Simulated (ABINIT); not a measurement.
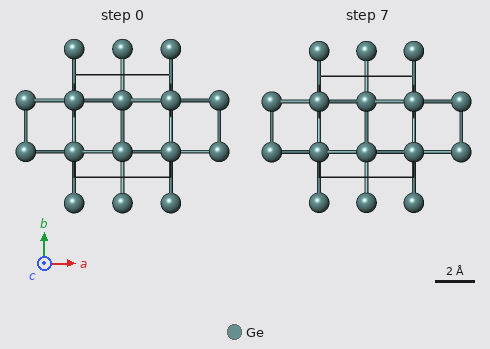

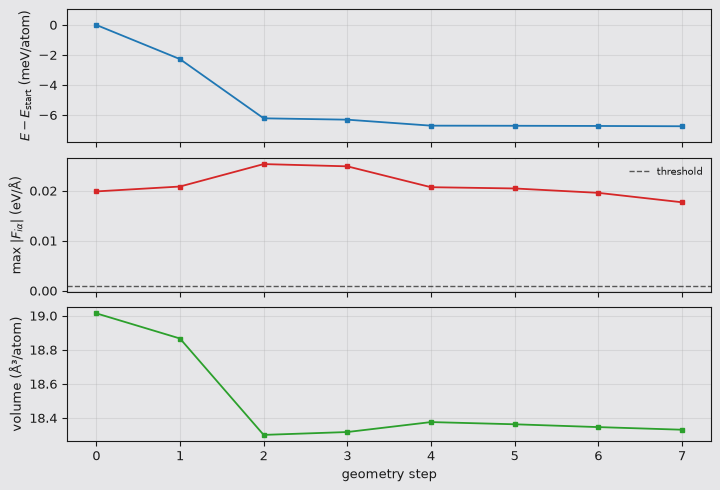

First and last geometry of a relaxation of solid Ge (set up in Imma), with the history of the run. Style: ball-and-stick. Shown: the conventional cell (2 times the calculation's cell), along the c axis. Lengths and directions refer to the drawn axes.

The run lets cell and atoms move.

All numbers below come from Kohn-Sham DFT of a periodic cell, PBEsol, PseudoDojo NC SR PBEsol v0.4.1 standard (ABINIT).

Input
```
# Pseudopotentials
pp_dirpath "./"
pseudos "Ge.upf"

# Structure
acell 3*1.0 Angstrom
rprim
    -2.4958980000     2.6508630000     1.4369470000
     2.4958980000    -2.6508630000     1.4369470000
     2.4958980000     2.6508630000    -1.4369470000
ntypat 1
znucl 32
natom 2
typat 1 1
chkprim 0
chksymtnons 0
tolsym 1.0e-6
xred
   0.3140570000   0.0640570000            1/4
   0.6859430000   0.9359430000            3/4

# Plane-wave basis
ecut 39.0
ecutsm 0.5

# k points
kptopt 1
ngkpt 8 8 8
nshiftk 1
shiftk 0.0 0.0 0.0

# Exchange and correlation
ixc -116133

# Bands and occupations
nband 18
occopt 3
tsmear 0.05 eV

# SCF cycle
nstep 80
tolvrs 1.0e-12

# Output
iomode 3
prteig 0
prtebands 0
prtwf 0
prtden 0

# Relaxation
ionmov 2
optcell 2
ntime 50
tolmxf 2.0e-5
dilatmx 1.08
```

Run as
```bash
abinit run.abi > log 2>&1
```

Q: Did the run converge, and what did it change?

A: The run was cut off at its time limit before the relaxation converged, so the last structure is only a point on the way. Over 7 geometry steps the energy falls by 6.7 meV per atom. Largest force component: 0.02 eV/Å at the start, 0.018 eV/Å at the end. The pressure goes from −2.55 to 0.12 GPa. The largest moves relative to the cell, 0.006 Å, are those of Ge atoms. The volume changes by −3.6 %, with a 4.992 → 4.889 Å (−2.1 %), b 5.302 → 5.218 Å (−1.6 %), c unchanged at 2.874 Å. Some distances before and after: Ge–Ge 2.715 → 2.663 Å, Ge–Ge 2.676 → 2.637 Å. The space group stays Imma (No. 74).
